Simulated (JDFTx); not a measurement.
Geometry relaxation of I (part 2 of 2)

The same run, continued: I (Fmmm, 1 atom in the cell); Kohn-Sham DFT of a periodic cell, PBEsol, PseudoDojo-SR-PBEsol-0.4.1-standard, no spin polarisation (JDFTx 1.7.0 (patched build)); cutoff 952.4 eV, 9×9×9 k-mesh, fermi-dirac of 0.05 eV. The structure derives from a Materials Project entry.

Geometry of the input (Å; fractional positions):
```
0.0000  2.3656  3.9098
2.1922  0.0000  3.9098
2.1922  2.3656  0.0000
I  0.0000  0.0000  0.0000
```

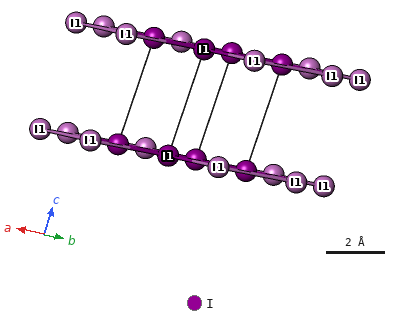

Fig. 1: The geometry at step 4 of the log (ball-and-stick view of the reduced cell, seen at an oblique angle; neighbours outside the cell are drawn fainter; atoms are numbered from 1 in the order of the input).

### Log, continued
```
-------- Electronic minimization -----------
Will mix electronic density at each iteration.
	FillingsUpdate:  mu: +0.157702589  nElectrons: 7.000000
	FillingsUpdate:  mu: +0.159307454  nElectrons: 7.000000
SCF: Cycle:  0   F: -11.651332221413298   dF: -2.399e-06   |Residual|: 1.609e-04   |deigs|: 6.180e-06
	FillingsUpdate:  mu: +0.159276500  nElectrons: 7.000000
SCF: Cycle:  1   F: -11.651332292543396   dF: -7.113e-08   |Residual|: 9.206e-05   |deigs|: 2.097e-05
	FillingsUpdate:  mu: +0.159237550  nElectrons: 7.000000
SCF: Cycle:  2   F: -11.651332306643722   dF: -1.410e-08   |Residual|: 2.455e-05   |deigs|: 2.659e-05
	FillingsUpdate:  mu: +0.159231577  nElectrons: 7.000000
SCF: Cycle:  3   F: -11.651332307798048   dF: -1.154e-09   |Residual|: 1.492e-05   |deigs|: 5.557e-06
	FillingsUpdate:  mu: +0.159228655  nElectrons: 7.000000
SCF: Cycle:  4   F: -11.651332308079672   dF: -2.816e-10   |Residual|: 1.718e-06   |deigs|: 5.178e-06
	FillingsUpdate:  mu: +0.159228321  nElectrons: 7.000000
SCF: Cycle:  5   F: -11.651332308115279   dF: -3.561e-11   |Residual|: 9.767e-07   |deigs|: 2.295e-06
SCF: Converged (|Delta E|<1.000000e-09 for 2 iters).

Setting wave functions to eigenvectors of Hamiltonian
LatticeMinimize: 	Wolfe criterion not satisfied: alpha: 1  (E-E0)/|gdotd0|: -0.958919  gdotd/gdotd0: 0.913544 (taking cubic step)

-------- Electronic minimization -----------
Will mix electronic density at each iteration.
	FillingsUpdate:  mu: +0.159228321  nElectrons: 7.000000
	FillingsUpdate:  mu: +0.162468772  nElectrons: 7.000000
SCF: Cycle:  0   F: -11.651353687875185   dF: -1.003e-05   |Residual|: 3.192e-04   |deigs|: 3.105e-05
	FillingsUpdate:  mu: +0.162408420  nElectrons: 7.000000
SCF: Cycle:  1   F: -11.651353792744059   dF: -1.049e-07   |Residual|: 1.946e-04   |deigs|: 4.073e-05
	FillingsUpdate:  mu: +0.162314476  nElectrons: 7.000000
SCF: Cycle:  2   F: -11.651353851544663   dF: -5.880e-08   |Residual|: 4.927e-05   |deigs|: 6.322e-05
	FillingsUpdate:  mu: +0.162316514  nElectrons: 7.000000
SCF: Cycle:  3   F: -11.651353854400645   dF: -2.856e-09   |Residual|: 2.757e-05   |deigs|: 4.668e-06
	FillingsUpdate:  mu: +0.162309389  nElectrons: 7.000000
SCF: Cycle:  4   F: -11.651353855202954   dF: -8.023e-10   |Residual|: 4.521e-06   |deigs|: 8.676e-06
	FillingsUpdate:  mu: +0.162310312  nElectrons: 7.000000
SCF: Cycle:  5   F: -11.651353855284885   dF: -8.193e-11   |Residual|: 1.760e-06   |deigs|: 1.818e-06
SCF: Converged (|Delta E|<1.000000e-09 for 2 iters).

Setting wave functions to eigenvectors of Hamiltonian
# Lattice vectors:
R =
[            0       4.0807       4.0807  ]
[      4.39662            0      4.39662  ]
[      7.24814      7.24814            0  ]
unit cell volume = 260.082

# Strain tensor in Cartesian coordinates:
[   -0.0149761            0            0  ]
[            0   -0.0164907            0  ]
[            0            0   -0.0190006  ]

# Stress tensor in Cartesian coordinates [Eh/a0^3]:
[ -6.82376e-07            0            0  ]
[            0 -1.86555e-07            0  ]
[            0            0  9.17864e-06  ]

# Ionic positions in lattice coordinates:
ion I   0.000000000000000   0.000000000000000   0.000000000000000 1

# Forces in Cartesian coordinates:
force I  -0.000000000000000   0.000000000000000   0.000000000000000 1

# Energy components:
   Eewald =      -10.7885165111655787
       EH =        1.1055008028743598
     Eloc =       -4.4296281911931112
      Enl =        1.9604573212558793
      Exc =       -3.9335072851924542
 Exc_core =        1.2964305418087660
       KE =        3.1380755238964837
-------------------------------------
     Etot =      -11.6511877977156537
       TS =        0.0001660575692312
-------------------------------------
        F =      -11.6513538552848850

LatticeMinimize: Iter:   4  F: -11.651353855284885  |grad|_K:  3.688e-04  alpha:  3.000e+00  linmin: -9.913e-01

#--- Lowdin population analysis ---
# oxidation-state I +0.038

-------- Electronic minimization -----------
Will mix electronic density at each iteration.
	FillingsUpdate:  mu: +0.162310312  nElectrons: 7.000000
	FillingsUpdate:  mu: +0.172758242  nElectrons: 7.000000
SCF: Cycle:  0   F: -11.651384907502443   dF: -1.280e-04   |Residual|: 1.226e-03   |deigs|: 3.831e-04
	FillingsUpdate:  mu: +0.172552208  nElectrons: 7.000000
SCF: Cycle:  1   F: -11.651385889293898   dF: -9.818e-07   |Residual|: 7.480e-04   |deigs|: 1.555e-04
	FillingsUpdate:  mu: +0.172234162  nElectrons: 7.000000
SCF: Cycle:  2   F: -11.651386407666045   dF: -5.184e-07   |Residual|: 1.695e-04   |deigs|: 2.202e-04
	FillingsUpdate:  mu: +0.172238569  nElectrons: 7.000000
SCF: Cycle:  3   F: -11.651386428349845   dF: -2.068e-08   |Residual|: 6.288e-05   |deigs|: 2.726e-05
	FillingsUpdate:  mu: +0.172201297  nElectrons: 7.000000
SCF: Cycle:  4   F: -11.651386437315042   dF: -8.965e-09   |Residual|: 2.238e-05   |deigs|: 3.319e-05
	FillingsUpdate:  mu: +0.172208820  nElectrons: 7.000000
SCF: Cycle:  5   F: -11.651386438186401   dF: -8.714e-10   |Residual|: 3.773e-06   |deigs|: 1.240e-05
	FillingsUpdate:  mu: +0.172209082  nElectrons: 7.000000
SCF: Cycle:  6   F: -11.651386438320021   dF: -1.336e-10   |Residual|: 1.128e-06   |deigs|: 6.650e-06
SCF: Converged (|Delta E|<1.000000e-09 for 2 iters).

Setting wave functions to eigenvectors of Hamiltonian
# Lattice vectors:
R =
[            0      4.08773      4.08773  ]
[      4.39503            0      4.39503  ]
[      7.04566      7.04566            0  ]
unit cell volume = 253.16

# Strain tensor in Cartesian coordinates:
[   -0.0132789            0            0  ]
[            0   -0.0168465            0  ]
[            0            0   -0.0464057  ]

# Stress tensor in Cartesian coordinates [Eh/a0^3]:
[  2.72574e-07            0            0  ]
[            0  4.86493e-06            0  ]
[            0            0 -1.04175e-06  ]

# Ionic positions in lattice coordinates:
ion I   0.000000000000000   0.000000000000000   0.000000000000000 1

# Forces in Cartesian coordinates:
force I   0.000000000000000  -0.000000000000000  -0.000000000000000 1

# Energy components:
   Eewald =      -10.9328474949543324
       EH =        1.0295850612552861
     Eloc =       -4.2092868485158883
      Enl =        1.9603364237388681
      Exc =       -3.9347734607130325
 Exc_core =        1.2964305295844392
       KE =        3.1393352029076893
-------------------------------------
     Etot =      -11.6512205866969722
       TS =        0.0001658516230490
-------------------------------------
        F =      -11.6513864383200207

LatticeMinimize: Iter:   5  F: -11.651386438320021  |grad|_K:  1.943e-04  alpha:  1.000e+00  linmin:  1.994e-01

#--- Lowdin population analysis ---
# oxidation-state I +0.039

-------- Electronic minimization -----------
Will mix electronic density at each iteration.
	FillingsUpdate:  mu: +0.172209082  nElectrons: 7.000000
	FillingsUpdate:  mu: +0.176733591  nElectrons: 7.000000
SCF: Cycle:  0   F: -11.651364356231182   dF: -2.209e-05   |Residual|: 6.466e-04   |deigs|: 4.892e-05
	FillingsUpdate:  mu: +0.176746635  nElectrons: 7.000000
SCF: Cycle:  1   F: -11.651364614933783   dF: -2.587e-07   |Residual|: 3.034e-04   |deigs|: 2.245e-05
	FillingsUpdate:  mu: +0.176764007  nElectrons: 7.000000
[... 3 further cycles ...]
SCF: Cycle:  5   F: -11.651364708683706   dF: -3.869e-10   |Residual|: 2.005e-06   |deigs|: 2.008e-06
	FillingsUpdate:  mu: +0.176779292  nElectrons: 7.000000
SCF: Cycle:  6   F: -11.651364708772380   dF: -8.867e-11   |Residual|: 7.728e-07   |deigs|: 1.036e-06
SCF: Converged (|Delta E|<1.000000e-09 for 2 iters).

Setting wave functions to eigenvectors of Hamiltonian
LatticeMinimize: 	Wolfe criterion not satisfied: alpha: 1  (E-E0)/|gdotd0|: 1.77173  gdotd/gdotd0: -4.54347 (taking cubic step)

-------- Electronic minimization -----------
Will mix electronic density at each iteration.
	FillingsUpdate:  mu: +0.176779292  nElectrons: 7.000000
	FillingsUpdate:  mu: +0.173107241  nElectrons: 7.000000
SCF: Cycle:  0   F: -11.651387271050311   dF: -1.441e-05   |Residual|: 5.258e-04   |deigs|: 3.003e-05
	FillingsUpdate:  mu: +0.173095009  nElectrons: 7.000000
SCF: Cycle:  1   F: -11.651387471779998   dF: -2.007e-07   |Residual|: 2.477e-04   |deigs|: 1.773e-05
	FillingsUpdate:  mu: +0.173079787  nElectrons: 7.000000
[... 3 further cycles ...]
SCF: Cycle:  5   F: -11.651387553284849   dF: -2.996e-10   |Residual|: 3.204e-06   |deigs|: 1.500e-06
	FillingsUpdate:  mu: +0.173068095  nElectrons: 7.000000
SCF: Cycle:  6   F: -11.651387553362865   dF: -7.802e-11   |Residual|: 7.056e-07   |deigs|: 8.202e-07
SCF: Converged (|Delta E|<1.000000e-09 for 2 iters).

Setting wave functions to eigenvectors of Hamiltonian
# Lattice vectors:
R =
[            0      4.08777      4.08777  ]
[       4.3871            0       4.3871  ]
[      7.04792      7.04792            0  ]
unit cell volume = 252.787

# Strain tensor in Cartesian coordinates:
[   -0.0132699            0            0  ]
[            0   -0.0186188            0  ]
[            0            0   -0.0460993  ]

# Stress tensor in Cartesian coordinates [Eh/a0^3]:
[ -3.54642e-06            0            0  ]
[            0 -3.13087e-07            0  ]
[            0            0 -7.40698e-07  ]

# Ionic positions in lattice coordinates:
ion I   0.000000000000000   0.000000000000000   0.000000000000000 1

# Forces in Cartesian coordinates:
force I   0.000000000000000  -0.000000000000000  -0.000000000000000 1

# Energy components:
   Eewald =      -10.9362144253980329
       EH =        1.0295943575787199
     Eloc =       -4.2066020885257265
      Enl =        1.9605990580396067
      Exc =       -3.9353117525402110
 Exc_core =        1.2964306498991729
       KE =        3.1402814781311781
-------------------------------------
     Etot =      -11.6512227228152909
       TS =        0.0001648305475737
-------------------------------------
        F =      -11.6513875533628646

LatticeMinimize: Iter:   6  F: -11.651387553362865  |grad|_K:  1.416e-04  alpha:  1.804e-01  linmin:  4.201e-02

#--- Lowdin population analysis ---
# oxidation-state I +0.039

-------- Electronic minimization -----------
Will mix electronic density at each iteration.
	FillingsUpdate:  mu: +0.173068095  nElectrons: 7.000000
	FillingsUpdate:  mu: +0.172546158  nElectrons: 7.000000
SCF: Cycle:  0   F: -11.651388081326743   dF: -1.129e-07   |Residual|: 5.506e-05   |deigs|: 6.561e-07
	FillingsUpdate:  mu: +0.172549360  nElectrons: 7.000000
SCF: Cycle:  1   F: -11.651388113868370   dF: -3.254e-08   |Residual|: 2.243e-05   |deigs|: 2.301e-06
	FillingsUpdate:  mu: +0.172552545  nElectrons: 7.000000
SCF: Cycle:  2   F: -11.651388114875903   dF: -1.008e-09   |Residual|: 5.420e-06   |deigs|: 2.365e-06
	FillingsUpdate:  mu: +0.172553502  nElectrons: 7.000000
SCF: Cycle:  3   F: -11.651388115003465   dF: -1.276e-10   |Residual|: 2.335e-06   |deigs|: 8.275e-07
	FillingsUpdate:  mu: +0.172553808  nElectrons: 7.000000
SCF: Cycle:  4   F: -11.651388115024890   dF: -2.142e-11   |Residual|: 3.552e-07   |deigs|: 5.039e-07
SCF: Converged (|Delta E|<1.000000e-09 for 2 iters).

Setting wave functions to eigenvectors of Hamiltonian
# Lattice vectors:
R =
[            0      4.09084      4.09084  ]
[      4.38724            0      4.38724  ]
[      7.04982      7.04982            0  ]
unit cell volume = 253.053

# Strain tensor in Cartesian coordinates:
[   -0.0125281            0            0  ]
[            0   -0.0185881            0  ]
[            0            0   -0.0458428  ]

# Stress tensor in Cartesian coordinates [Eh/a0^3]:
[ -1.93788e-06            0            0  ]
[            0  1.36811e-06            0  ]
[            0            0 -5.75234e-07  ]

# Ionic positions in lattice coordinates:
ion I   0.000000000000000   0.000000000000000   0.000000000000000 1

# Forces in Cartesian coordinates:
force I  -0.000000000000000   0.000000000000000  -0.000000000000000 1

# Energy components:
   Eewald =      -10.9325148457026433
       EH =        1.0307639085691529
     Eloc =       -4.2112114200373991
      Enl =        1.9605019924162743
      Exc =       -3.9350701199374503
 Exc_core =        1.2964306024235517
       KE =        3.1398773670068940
-------------------------------------
     Etot =      -11.6512225152616207
       TS =        0.0001655997632690
-------------------------------------
        F =      -11.6513881150248899

LatticeMinimize: Iter:   7  F: -11.651388115024890  |grad|_K:  9.514e-05  alpha:  1.000e+00  linmin: -8.043e-01

#--- Lowdin population analysis ---
# oxidation-state I +0.039

-------- Electronic minimization -----------
Will mix electronic density at each iteration.
	FillingsUpdate:  mu: +0.172553808  nElectrons: 7.000000
	FillingsUpdate:  mu: +0.172398199  nElectrons: 7.000000
SCF: Cycle:  0   F: -11.651388463814786   dF: -8.793e-08   |Residual|: 5.329e-05   |deigs|: 4.544e-07
	FillingsUpdate:  mu: +0.172400513  nElectrons: 7.000000
SCF: Cycle:  1   F: -11.651388481901064   dF: -1.809e-08   |Residual|: 1.695e-05   |deigs|: 1.316e-06
	FillingsUpdate:  mu: +0.172403075  nElectrons: 7.000000
SCF: Cycle:  2   F: -11.651388482588388   dF: -6.873e-10   |Residual|: 3.093e-06   |deigs|: 1.508e-06
	FillingsUpdate:  mu: +0.172403847  nElectrons: 7.000000
SCF: Cycle:  3   F: -11.651388482674319   dF: -8.593e-11   |Residual|: 1.745e-06   |deigs|: 5.891e-07
SCF: Converged (|Delta E|<1.000000e-09 for 2 iters).

Setting wave functions to eigenvectors of Hamiltonian
LatticeMinimize: 	Wolfe criterion not satisfied: alpha: 1  (E-E0)/|gdotd0|: -0.951493  gdotd/gdotd0: 0.903391 (taking cubic step)

-------- Electronic minimization -----------
Will mix electronic density at each iteration.
	FillingsUpdate:  mu: +0.172403847  nElectrons: 7.000000
	FillingsUpdate:  mu: +0.172092906  nElectrons: 7.000000
SCF: Cycle:  0   F: -11.651389085743403   dF: -4.036e-07   |Residual|: 1.028e-04   |deigs|: 8.691e-07
	FillingsUpdate:  mu: +0.172098417  nElectrons: 7.000000
SCF: Cycle:  1   F: -11.651389107551406   dF: -2.181e-08   |Residual|: 3.474e-05   |deigs|: 2.958e-06
	FillingsUpdate:  mu: +0.172102934  nElectrons: 7.000000
SCF: Cycle:  2   F: -11.651389109481936   dF: -1.931e-09   |Residual|: 4.864e-06   |deigs|: 2.524e-06
	FillingsUpdate:  mu: +0.172104201  nElectrons: 7.000000
SCF: Cycle:  3   F: -11.651389109706439   dF: -2.245e-10   |Residual|: 2.840e-06   |deigs|: 9.045e-07
	FillingsUpdate:  mu: +0.172104996  nElectrons: 7.000000
SCF: Cycle:  4   F: -11.651389109753094   dF: -4.665e-11   |Residual|: 6.304e-07   |deigs|: 7.026e-07
SCF: Converged (|Delta E|<1.000000e-09 for 2 iters).

Setting wave functions to eigenvectors of Hamiltonian
# Lattice vectors:
R =
[            0      4.09674      4.09674  ]
[      4.38273            0      4.38273  ]
[      7.05451      7.05451            0  ]
unit cell volume = 253.326

# Strain tensor in Cartesian coordinates:
[   -0.0111057            0            0  ]
[            0   -0.0195977            0  ]
[            0            0   -0.0452079  ]

# Stress tensor in Cartesian coordinates [Eh/a0^3]:
[ -1.18342e-06            0            0  ]
[            0   1.4703e-06            0  ]
[            0            0 -1.10585e-07  ]

# Ionic positions in lattice coordinates:
ion I   0.000000000000000   0.000000000000000   0.000000000000000 1

# Forces in Cartesian coordinates:
force I   0.000000000000000   0.000000000000000  -0.000000000000000 1

# Energy components:
   Eewald =      -10.9277094457687021
       EH =        1.0328918048598335
     Eloc =       -4.2180577508175281
      Enl =        1.9604767505622265
      Exc =       -3.9349371657156045
 Exc_core =        1.2964305842285242
       KE =        3.1396827276398769
-------------------------------------
     Etot =      -11.6512224950113783
       TS =        0.0001666147417153
-------------------------------------
        F =      -11.6513891097530937

LatticeMinimize: Iter:   8  F: -11.651389109753094  |grad|_K:  7.377e-05  alpha:  3.000e+00  linmin: -9.205e-01
LatticeMinimize: Converged (|Delta F|<1.000000e-06 for 2 iters).

#--- Lowdin population analysis ---
# oxidation-state I +0.039

Dumping 'run.eigStats' ...
	eMin: -0.352124 at state 0 ( [ +0.000000 +0.000000 +0.000000 ] spin 0 )
	HOMO: +0.169869 at state 5 ( [ +0.000000 +0.111111 +0.111111 ] spin 0 )
	mu  : +0.172105
	LUMO: +0.172820 at state 31 ( [ +0.111111 +0.000000 -0.222222 ] spin 0 )
	eMax: +0.769207 at state 123 ( [ +0.444444 +0.444444 +0.000000 ] spin 0 )
	HOMO-LUMO gap: +0.002952
	Optical gap  : +0.006318 at state 25 ( [ +0.111111 +0.000000 +0.111111 ] spin 0 )
Done!
```

### Trajectory as extended XYZ (Å, eV, eV/Å), 9 frames, from step=0 to step=8
```
1
Lattice="0.0000 2.3656 3.9098 2.1922 0.0000 3.9098 2.1922 2.3656 0.0000" Properties=species:S:1:pos:R:3:forces:R:3 step=0 energy=-317.04040
I     0.0000    0.0000    0.0000    0.0000   0.0000   0.0000
1
Lattice="0.0000 2.3583 3.9075 2.1866 0.0000 3.9075 2.1866 2.3583 0.0000" Properties=species:S:1:pos:R:3:forces:R:3 step=1 energy=-317.04288
I     0.0000    0.0000    0.0000    0.0000   0.0000   0.0000
1
Lattice="0.0000 2.3236 3.8940 2.1597 0.0000 3.8940 2.1597 2.3236 0.0000" Properties=species:S:1:pos:R:3:forces:R:3 step=2 energy=-317.04825
I     0.0000    0.0000    0.0000    0.0000   0.0000   0.0000
1
Lattice="0.0000 2.3261 3.8819 2.1609 0.0000 3.8819 2.1609 2.3261 0.0000" Properties=species:S:1:pos:R:3:forces:R:3 step=3 energy=-317.04856
I     0.0000    0.0000    0.0000    0.0000   0.0000   0.0000
1
Lattice="0.0000 2.3266 3.8356 2.1594 0.0000 3.8356 2.1594 2.3266 0.0000" Properties=species:S:1:pos:R:3:forces:R:3 step=4 energy=-317.04949
I     0.0000    0.0000    0.0000    0.0000   0.0000   0.0000
1
Lattice="0.0000 2.3257 3.7284 2.1631 0.0000 3.7284 2.1631 2.3257 0.0000" Properties=species:S:1:pos:R:3:forces:R:3 step=5 energy=-317.05038
I     0.0000    0.0000    0.0000    0.0000   0.0000   0.0000
1
Lattice="0.0000 2.3216 3.7296 2.1632 0.0000 3.7296 2.1632 2.3216 0.0000" Properties=species:S:1:pos:R:3:forces:R:3 step=6 energy=-317.05041
I     0.0000    0.0000    0.0000    0.0000   0.0000   0.0000
1
Lattice="0.0000 2.3216 3.7306 2.1648 0.0000 3.7306 2.1648 2.3216 0.0000" Properties=species:S:1:pos:R:3:forces:R:3 step=7 energy=-317.05042
I     0.0000    0.0000    0.0000    0.0000   0.0000   0.0000
1
Lattice="0.0000 2.3192 3.7331 2.1679 0.0000 3.7331 2.1679 2.3192 0.0000" Properties=species:S:1:pos:R:3:forces:R:3 step=8 energy=-317.05045
I     0.0000    0.0000    0.0000    0.0000   0.0000   0.0000
```

### Key numbers

```json
{"quantity": "outcome", "value": "converged"}
{"quantity": "space group (tolerance 0.01 Å)", "value": "Fmmm (69)"}
{"quantity": "electrons treated", "value": "7"}
{"quantity": "free energy", "value": "−317.0504 eV"}
{"quantity": "Fermi energy", "value": "4.683 eV"}
{"quantity": "gap on the k-point mesh", "value": "none (metallic)"}
{"quantity": "pressure", "value": "0.00 GPa"}
{"quantity": "final volume", "value": "37.54 Å³"}
{"quantity": "largest force (length of the vector) at the end", "value": "under 0.001 eV/Å"}
{"quantity": "final cell", "value": "a = 4.395 Å, b = 4.317 Å, c = 3.175 Å, α = 69.94°, β = 67.32°, γ = 42.73°"}
{"quantity": "wall time", "value": "16 min"}
{"quantity": "peak memory", "value": "0.19 GiB"}
```

The cell holds an odd number of electrons but the run has no spin polarisation, so it comes out as a metal.
